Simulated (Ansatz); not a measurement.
Run report: Si13O24, geometry relaxation (part 1 of 3)

The run: geometry relaxation of Si13O24 (defect cell, 37 atoms in the cell). Method and program: DFT PBE, scalar-relativistic, plane waves, PAW, PAW set soft_1, no spin polarisation (Ansatz 0.2.0).

The structure derives from an entry of the Crystallography Open Database. It belongs to a series of runs on one base structure; here: end point B relaxed. Figures and captions count atoms from 1; the log counts them from 0 in places.

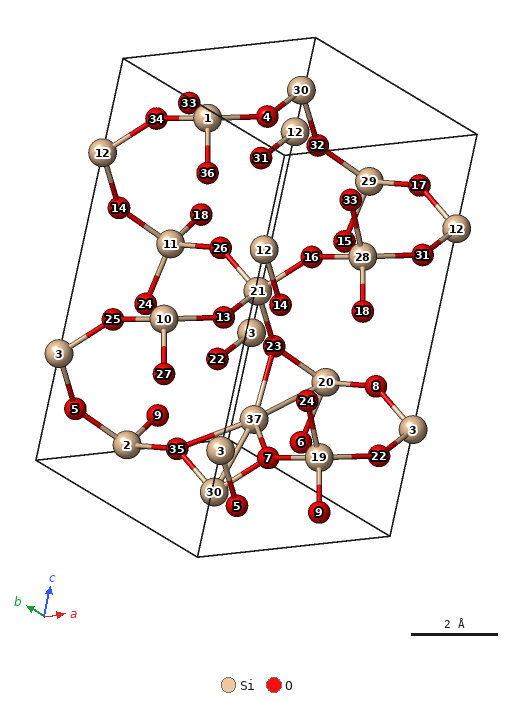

**Figure 1.** The input geometry (ball-and-stick view of the cell of the calculation, seen at an oblique angle; atoms are numbered from 1 in the order of the input). An atom can appear more than once, as a periodic image.

## Summary

```csv
quantity,value
outcome,converged
electrons treated,196
free energy,−21919.2936 eV
Fermi energy,7.021 eV
gap on the k-point mesh,1.93 eV
final volume,450.97 Å³
largest force (length of the vector) at the end,0.027 eV/Å
hardware,"2 threads of Arm Neoverse V1, 24 GiB of memory available, shared host"
wall time,2.7 min (CPU time 5.3 min)
peak memory,0.98 GiB
```

So coarse a mesh can miss the band edges, so the true gap of this method can be much smaller, or zero. The k-point mesh is coarse for a cell of this size, so the results may not be converged.

## Input
```yaml
crystal:
  lattice:
    - [-2.455, 4.252185, 5.4]
    - [4.91, 0.0, 5.4]
    - [4.91, 8.504369, 0.0]
  atoms:
    - { symbol: Si, position: [0.09883336, 0.56783331, 0.95058337] }
    - { symbol: Si, position: [0.40116666, 0.93216667, 0.03391666] }
    - { symbol: Si, position: [1.0e-08, -1.0e-08, 0.26550001] }
    - { symbol: O, position: [0.31933327, 0.46933323, 0.96683341] }
    - { symbol: O, position: [0.18066675, 0.03066675, 0.11116663] }
    - { symbol: O, position: [0.92916657, 0.52616659, 0.11041669] }
    - { symbol: O, position: [0.56550008, 0.31250009, 0.14224995] }
    - { symbol: O, position: [0.93449991, 0.18749992, 0.33125003] }
    - { symbol: O, position: [0.57083341, 0.97383342, 0.08808328] }
    - { symbol: Si, position: [0.09883334, 0.56783332, 0.45058335] }
    - { symbol: Si, position: [0.40116667, 0.93216666, 0.53391668] }
    - { symbol: Si, position: [2.0e-08, -2.0e-08, 0.76550003] }
    - { symbol: O, position: [0.31933326, 0.46933324, 0.46683339] }
    - { symbol: O, position: [0.18066676, 0.03066674, 0.61116665] }
    - { symbol: O, position: [0.92916659, 0.52616658, 0.61041671] }
    - { symbol: O, position: [0.56550009, 0.31250007, 0.64224997] }
    - { symbol: O, position: [0.93449992, 0.18749991, 0.83125005] }
    - { symbol: O, position: [0.57083342, 0.97383341, 0.5880833] }
    - { symbol: Si, position: [0.59883333, 0.06783334, 0.20058333] }
    - { symbol: Si, position: [0.90116666, 0.43216667, 0.28391666] }
    - { symbol: Si, position: [0.50000001, 0.49999999, 0.51550001] }
    - { symbol: O, position: [0.81933324, 0.96933326, 0.21683336] }
    - { symbol: O, position: [0.68066675, 0.53066675, 0.36116662] }
    - { symbol: O, position: [0.42916659, 0.02616658, 0.36041671] }
    - { symbol: O, position: [0.06550009, 0.81250007, 0.39224997] }
    - { symbol: O, position: [0.43449993, 0.68749991, 0.58125006] }
    - { symbol: O, position: [0.07083342, 0.47383341, 0.3380833] }
    - { symbol: Si, position: [0.59883334, 0.06783332, 0.70058335] }
    - { symbol: Si, position: [0.90116667, 0.43216666, 0.78391668] }
    - { symbol: Si, position: [0.49999999, 0.50000001, 0.01549999] }
    - { symbol: O, position: [0.81933326, 0.96933324, 0.71683339] }
    - { symbol: O, position: [0.68066676, 0.53066674, 0.86116664] }
    - { symbol: O, position: [0.4291666, 0.02616657, 0.86041673] }
    - { symbol: O, position: [0.06550011, 0.81250006, 0.89224999] }
    - { symbol: O, position: [0.43449991, 0.68749992, 0.08125003] }
    - { symbol: O, position: [0.07083344, 0.47383339, 0.83808332] }
    - { symbol: Si, position: [0.63511438, 0.50744386, 0.18723512] }
basis:
  ecutwfc: 420.0
kpoints:
  mp_grid: { grid: [2, 2, 1] }
hamiltonian:
  xc: pbe
  pseudopotentials: { kind: paw, azcp: { folder: soft_1 } }
scf:
  occupations: { method: fermi_dirac, width: 0.05 }
  lower_state_search: "off"
relax:
  f_tol: 0.03
  max_steps: 60
  adjacent_minimum: "off"
output:
  write_density: true
  write_potential: true
  elf: true
  volumetric_format: npy
```

Launch command:
```bash
ansatz run input.yaml --threads 2 --pin off --max-ram 5120MiB --backend cpu --events-out ev --progress --plain --runs-dir out
```

## Output
```
Engine: ansatz 0.2.0, aarch64-unknown-linux-gnu
Pseudopotentials: kind: paw
Pseudopotential: Si, paw, valence charge 4, recommended cutoff 420 eV (normal), [file]
Pseudopotential: O, paw, valence charge 6, recommended cutoff 420 eV (normal), [file]
Functional definition: PBE
  parameter kappa = 0.804
  parameter beta = 0.06672455060314922
  exchange = pbe_x(kappa = kappa, mu = beta*pi^2/3)
  correlation = pbe_c(beta = beta)
Crystal: 37 atoms, lattice volume = 450.970 Å³
Basis set: ecut = 420 eV, 8847 PW (Γ), exchange–correlation on 100×100×144 points (8 copies of the dense FFT grid, shifted against one another)
Bands: 135, of which v1, the nominal top of the filled ones, is band 98 counted from 1 (97 counted from 0)
Symmetry: 1 space group operations
Space group: P1 (ITA 1), of the structure as read, at distance tolerance 7.7e-5 Å
k-points: 4
Non-local potential: Si, projectors of the file, l = 0: 2, l = 1: 2, l = 2: 1
Non-local potential: O, projectors of the file, l = 0: 2, l = 1: 2, l = 2: 1
PAW form: soft (Blöchl's): semilocal exchange-correlation on the pseudo side does not see the compensation charge
PAW one-centre angular grid: Si, 110 points (default); XC on 64 Gauss nodes
PAW one-centre angular grid: O, 110 points (default); XC on 64 Gauss nodes
Initial density: superposition of atomic densities (chi_scale 0.1, normalization cell, long waves kept (reshape's long-wave potential 0.31 eV rms))
Initial wavefunctions: pseudopotential atomic-orbital guess
Functional: x = pbe(κ = 0.804, μ = 0.2195149727645171), c = pbe(β = 0.06672455060314922)
SCF iter   1: F=—  HF=-21931.630376 eV  |F-HF|=—  |Δ(HF+E_count)|=         —  Δρ=1.34e-1  dr2=7.47e1  ethr=3.10e-3  ⟨swp⟩=7.0  Hψ=2642  notcnv=0  defer=17
preconditioner: auto → Resta (q_TF=auto, 2.375 Å⁻¹)  ε∞=3.2  [insulator: Δε(μ)=0.505 eV  Ē_g=14.183 eV  σ=0.050 eV  W_gap=0.99  n_scr=102 (ndim 8)  ℏωp=21.3 eV  f_vac=0.002  D(μ)=0.37/eV (n_scr^D=0)  ε∞_Penn≈3.2]
SCF iter   2: F=—  HF=-21911.271223 eV  |F-HF|=—  |Δ(HF+E_count)|=    2.04e1  Δρ=4.31e-2  dr2=5.02e0  ethr=3.10e-3  ⟨swp⟩=4.2  Hψ=1364  notcnv=0  defer=121
preconditioner: auto → Kerker (q_TF=auto, 2.375 Å⁻¹)  [metal: Δε(μ)=0.048 eV  Ē_g=13.121 eV  σ=0.050 eV  W_gap=0.23  n_scr=102 (ndim 8)  ℏωp=21.3 eV  f_vac=0.006  D(μ)=15.96/eV (n_scr^D=116)]
SCF iter   3: F=—  HF=-21910.807836 eV  |F-HF|=—  |Δ(HF+E_count)|=   4.63e-1  Δρ=2.27e-2  dr2=1.87e0  ethr=2.56e-3  ⟨swp⟩=2.0  Hψ=446  notcnv=0  defer=121
SCF iter   4: F=—  HF=-21910.749627 eV  |F-HF|=—  |Δ(HF+E_count)|=   5.82e-2  Δρ=9.49e-3  dr2=6.18e-1  ethr=9.56e-4  ⟨swp⟩=3.2  Hψ=681  notcnv=0  defer=117
SCF iter   5: F=—  HF=-21910.708891 eV  |F-HF|=—  |Δ(HF+E_count)|=   4.07e-2  Δρ=2.79e-3  dr2=6.62e-2  ethr=3.15e-4  ⟨swp⟩=2.0  Hψ=459  notcnv=0  defer=117
SCF iter   6: F=—  HF=-21910.738836 eV  |F-HF|=—  |Δ(HF+E_count)|=   2.99e-2  Δρ=1.70e-3  dr2=3.15e-2  ethr=3.38e-5  ⟨swp⟩=2.2  Hψ=735  notcnv=0  defer=117
SCF iter   7: F=—  HF=-21910.738747 eV  |F-HF|=—  |Δ(HF+E_count)|=   8.86e-5  Δρ=7.71e-4  dr2=1.19e-2  ethr=1.61e-5  ⟨swp⟩=3.0  Hψ=735  notcnv=0  defer=117
SCF iter   8: F=—  HF=-21910.738028 eV  |F-HF|=—  |Δ(HF+E_count)|=   7.19e-4  Δρ=4.88e-4  dr2=3.94e-3  ethr=6.10e-6  ⟨swp⟩=2.0  Hψ=558  notcnv=0  defer=117
SCF iter   9: F=—  HF=-21910.737648 eV  |F-HF|=—  |Δ(HF+E_count)|=   3.80e-4  Δρ=3.12e-4  dr2=1.39e-3  ethr=2.01e-6  ⟨swp⟩=2.0  Hψ=664  notcnv=0  defer=117
SCF iter  10: F=—  HF=-21910.737557 eV  |F-HF|=—  |Δ(HF+E_count)|=   9.05e-5  Δρ=3.01e-4  dr2=6.55e-4  ethr=7.10e-7  ⟨swp⟩=2.0  Hψ=749  notcnv=0  defer=117
SCF iter  11: F=—  HF=-21910.737414 eV  |F-HF|=—  |Δ(HF+E_count)|=   1.44e-4  Δρ=1.06e-4  dr2=1.57e-4  ethr=3.34e-7  ⟨swp⟩=2.2  Hψ=724  notcnv=0  defer=117
SCF iter  12: F=—  HF=-21910.737407 eV  |F-HF|=—  |Δ(HF+E_count)|=   6.86e-6  Δρ=7.07e-5  dr2=4.37e-5  ethr=7.99e-8  ⟨swp⟩=2.0  Hψ=746  notcnv=0  defer=117
SCF iter  13: F=-21910.737391 eV  HF=-21910.737402 eV  |F-HF|=1.04e-5  |Δ(HF+E_count)|=   5.18e-6  Δρ=4.11e-5  dr2=1.91e-5  ethr=1.15e-8  ⟨swp⟩=12.0  Hψ=4903  notcnv=0
SCF 1 converged in 13 iterations: F = -21910.737391 eV  dr2 = 1.91e-5
  greatest PAW one-centre occupation: 0.877 electrons in one spin orbital (limit 2), on the O atom at site 34 (counted from 0), in its partial waves of l = 0
relax step   1: F+E_penalty+E_count = -21910.73739110 eV  Δ(F+E_penalty+E_count) = +0.000e0 eV  max|allowed force component| = 5.085e0 eV/Å  Δτ_max = 0.0000 Å  (13 SCF iters, dr2 threshold 2.25e-5 eV, accepted)
Initial density: handed on by an earlier stage of this run
Initial wavefunctions: those handed on with the density
iter 1 solved again at ethr=3.88e-4 eV; its pass at ethr=3.10e-3 eV (dr2=7.60e-1 eV) is discarded
SCF iter   1: F=—  HF=-21913.779553 eV  |F-HF|=—  |Δ(HF+E_count)|=         —  Δρ=1.58e-2  dr2=7.62e-1  ethr=3.88e-4  ⟨swp⟩=1.5  Hψ=2537  notcnv=0  defer=118
preconditioner: auto → LDOS  [insulator: Δε(μ)=0.123 eV  Ē_g=16.408 eV  σ=0.050 eV  W_gap=0.55  n_scr=102 (ndim 8)  ℏωp=24.2 eV  f_vac=0.071  D(μ)=9.47/eV (n_scr^D=60)  ε∞_Penn≈3.2  β→1.0]
SCF iter   2: F=—  HF=-21913.647679 eV  |F-HF|=—  |Δ(HF+E_count)|=   1.32e-1  Δρ=7.55e-3  dr2=1.91e-1  ethr=3.88e-4  ⟨swp⟩=3.5  Hψ=868  notcnv=0  defer=118
SCF iter   3: F=—  HF=-21913.588857 eV  |F-HF|=—  |Δ(HF+E_count)|=   5.88e-2  Δρ=2.55e-3  dr2=3.49e-2  ethr=9.76e-5  ⟨swp⟩=2.5  Hψ=822  notcnv=0  defer=119
SCF iter   4: F=—  HF=-21913.585305 eV  |F-HF|=—  |Δ(HF+E_count)|=   3.55e-3  Δρ=1.14e-3  dr2=6.97e-3  ethr=1.78e-5  ⟨swp⟩=3.0  Hψ=869  notcnv=0  defer=119
SCF iter   5: F=—  HF=-21913.584930 eV  |F-HF|=—  |Δ(HF+E_count)|=   3.75e-4  Δρ=6.53e-4  dr2=2.79e-3  ethr=3.55e-6  ⟨swp⟩=2.0  Hψ=431  notcnv=0  defer=119
SCF iter   6: F=—  HF=-21913.584891 eV  |F-HF|=—  |Δ(HF+E_count)|=   3.96e-5  Δρ=4.86e-4  dr2=1.38e-3  ethr=1.42e-6  ⟨swp⟩=2.5  Hψ=727  notcnv=0  defer=119
SCF iter   7: F=—  HF=-21913.584722 eV  |F-HF|=—  |Δ(HF+E_count)|=   1.68e-4  Δρ=2.26e-4  dr2=4.23e-4  ethr=7.02e-7  ⟨swp⟩=2.8  Hψ=737  notcnv=0  defer=119
SCF iter   8: F=—  HF=-21913.584665 eV  |F-HF|=—  |Δ(HF+E_count)|=   5.72e-5  Δρ=1.26e-4  dr2=1.26e-4  ethr=2.16e-7  ⟨swp⟩=2.0  Hψ=432  notcnv=0  defer=119
SCF iter   9: F=-21913.584637 eV  HF=-21913.584671 eV  |F-HF|=3.40e-5  |Δ(HF+E_count)|=   5.77e-6  Δρ=7.98e-5  dr2=5.41e-5  ethr=5.10e-8  ⟨swp⟩=10.2  Hψ=4377  notcnv=0
SCF 2 converged in 9 iterations: F = -21913.584637 eV  dr2 = 5.41e-5
  greatest PAW one-centre occupation: 0.872 electrons in one spin orbital (limit 2), on the O atom at site 34 (counted from 0), in its partial waves of l = 0
relax step   2: F+E_penalty+E_count = -21913.58463695 eV  Δ(F+E_penalty+E_count) = -2.847e0 eV  max|allowed force component| = 3.407e0 eV/Å  Δτ_max = 0.1467 Å  (9 SCF iters, dr2 threshold 1.00e-4 eV, accepted)
iter 1 solved again at ethr=4.67e-4 eV; its pass at ethr=3.10e-3 eV (dr2=9.16e-1 eV) is discarded
SCF iter   1: F=—  HF=-21916.242554 eV  |F-HF|=—  |Δ(HF+E_count)|=         —  Δρ=1.61e-2  dr2=9.22e-1  ethr=4.67e-4  ⟨swp⟩=1.5  Hψ=2448  notcnv=0  defer=117
[...]
preconditioner: auto → Resta (q_TF=auto, 2.375 Å⁻¹)  ε∞=3.2  [insulator: Δε(μ)=0.488 eV  Ē_g=16.629 eV  σ=0.050 eV  W_gap=0.98  n_scr=102 (ndim 8)  ℏωp=24.5 eV  f_vac=0.067  D(μ)=0.35/eV (n_scr^D=0)  ε∞_Penn≈3.2]
  greatest PAW one-centre occupation: 0.868 electrons in one spin orbital (limit 2), on the O atom at site 34 (counted from 0), in its partial waves of l = 0
relax step   3: F+E_penalty+E_count = -21915.97814081 eV  Δ(F+E_penalty+E_count) = -2.394e0 eV  max|allowed force component| = 2.351e0 eV/Å  Δτ_max = 0.1940 Å  (7 SCF iters, dr2 threshold 1.00e-4 eV, accepted)
preconditioner: auto → Resta (q_TF=auto, 2.375 Å⁻¹)  ε∞=3.2  [insulator: Δε(μ)=0.960 eV  Ē_g=16.519 eV  σ=0.050 eV  W_gap=1.00  n_scr=102 (ndim 8)  ℏωp=24.5 eV  f_vac=0.067  D(μ)=0.00/eV (n_scr^D=0)  ε∞_Penn≈3.2]
  greatest PAW one-centre occupation: 0.865 electrons in one spin orbital (limit 2), on the O atom at site 34 (counted from 0), in its partial waves of l = 0
relax step   4: F+E_penalty+E_count = -21917.33323218 eV  Δ(F+E_penalty+E_count) = -1.355e0 eV  max|allowed force component| = 1.586e0 eV/Å  Δτ_max = 0.1967 Å  (6 SCF iters, dr2 threshold 1.00e-4 eV, accepted)
preconditioner: auto → Resta (q_TF=auto, 2.375 Å⁻¹)  ε∞=3.2  [insulator: Δε(μ)=1.475 eV  Ē_g=16.376 eV  σ=0.050 eV  W_gap=1.00  n_scr=102 (ndim 8)  ℏωp=24.5 eV  f_vac=0.068  D(μ)=0.00/eV (n_scr^D=0)  ε∞_Penn≈3.2]
  greatest PAW one-centre occupation: 0.866 electrons in one spin orbital (limit 2), on the O atom at site 34 (counted from 0), in its partial waves of l = 0
relax step   5: F+E_penalty+E_count = -21918.02226350 eV  Δ(F+E_penalty+E_count) = -6.890e-1 eV  max|allowed force component| = 9.688e-1 eV/Å  Δτ_max = 0.2000 Å  (7 SCF iters, dr2 threshold 1.00e-4 eV, accepted)
preconditioner: auto → Resta (q_TF=auto, 2.375 Å⁻¹)  ε∞=3.3  [insulator: Δε(μ)=1.980 eV  Ē_g=16.305 eV  σ=0.050 eV  W_gap=1.00  n_scr=102 (ndim 8)  ℏωp=24.5 eV  f_vac=0.073  D(μ)=0.00/eV (n_scr^D=0)  ε∞_Penn≈3.3]
  greatest PAW one-centre occupation: 0.867 electrons in one spin orbital (limit 2), on the O atom at site 34 (counted from 0), in its partial waves of l = 0
relax step   6: F+E_penalty+E_count = -21918.34323005 eV  Δ(F+E_penalty+E_count) = -3.210e-1 eV  max|allowed force component| = 6.286e-1 eV/Å  Δτ_max = 0.2000 Å  (7 SCF iters, dr2 threshold 1.00e-4 eV, accepted)
preconditioner: auto → Resta (q_TF=auto, 2.375 Å⁻¹)  ε∞=3.2  [insulator: Δε(μ)=1.920 eV  Ē_g=16.408 eV  σ=0.050 eV  W_gap=1.00  n_scr=102 (ndim 8)  ℏωp=24.5 eV  f_vac=0.071  D(μ)=0.00/eV (n_scr^D=0)  ε∞_Penn≈3.2]
relax step   7: F+E_penalty+E_count = -21918.47893863 eV  Δ(F+E_penalty+E_count) = -1.357e-1 eV  max|allowed force component| = 5.648e-1 eV/Å  Δτ_max = 0.2000 Å  (6 SCF iters, dr2 threshold 1.00e-4 eV, accepted)
preconditioner: auto → Resta (q_TF=auto, 2.375 Å⁻¹)  ε∞=3.2  [insulator: Δε(μ)=2.321 eV  Ē_g=16.334 eV  σ=0.050 eV  W_gap=1.00  n_scr=102 (ndim 8)  ℏωp=24.5 eV  f_vac=0.072  D(μ)=0.00/eV (n_scr^D=0)  ε∞_Penn≈3.2]
relax step   8: F+E_penalty+E_count = -21918.63749839 eV  Δ(F+E_penalty+E_count) = -1.586e-1 eV  max|allowed force component| = 8.689e-1 eV/Å  Δτ_max = 0.2000 Å  (6 SCF iters, dr2 threshold 1.00e-4 eV, accepted)
preconditioner: auto → Resta (q_TF=auto, 2.375 Å⁻¹)  ε∞=3.3  [insulator: Δε(μ)=2.544 eV  Ē_g=16.274 eV  σ=0.050 eV  W_gap=1.00  n_scr=102 (ndim 8)  ℏωp=24.5 eV  f_vac=0.073  D(μ)=0.00/eV (n_scr^D=0)  ε∞_Penn≈3.3]
relax step   9: F+E_penalty+E_count = -21918.65835418 eV  Δ(F+E_penalty+E_count) = -2.086e-2 eV  max|allowed force component| = 1.043e0 eV/Å  Δτ_max = 0.1712 Å  (6 SCF iters, dr2 threshold 1.00e-4 eV, accepted)
preconditioner: auto → Resta (q_TF=auto, 2.375 Å⁻¹)  ε∞=3.2  [insulator: Δε(μ)=2.163 eV  Ē_g=16.364 eV  σ=0.050 eV  W_gap=1.00  n_scr=102 (ndim 8)  ℏωp=24.5 eV  f_vac=0.072  D(μ)=0.00/eV (n_scr^D=0)  ε∞_Penn≈3.2]
  greatest PAW one-centre occupation: 0.869 electrons in one spin orbital (limit 2), on the O atom at site 6 (counted from 0), in its partial waves of l = 0
relax step  10: F+E_penalty+E_count = -21918.94066358 eV  Δ(F+E_penalty+E_count) = -2.823e-1 eV  max|allowed force component| = 4.921e-1 eV/Å  Δτ_max = 0.2000 Å  (6 SCF iters, dr2 threshold 1.00e-4 eV, accepted)
preconditioner: auto → Resta (q_TF=auto, 2.375 Å⁻¹)  ε∞=3.2  [insulator: Δε(μ)=1.961 eV  Ē_g=16.362 eV  σ=0.050 eV  W_gap=1.00  n_scr=102 (ndim 8)  ℏωp=24.5 eV  f_vac=0.072  D(μ)=0.00/eV (n_scr^D=0)  ε∞_Penn≈3.2]
```
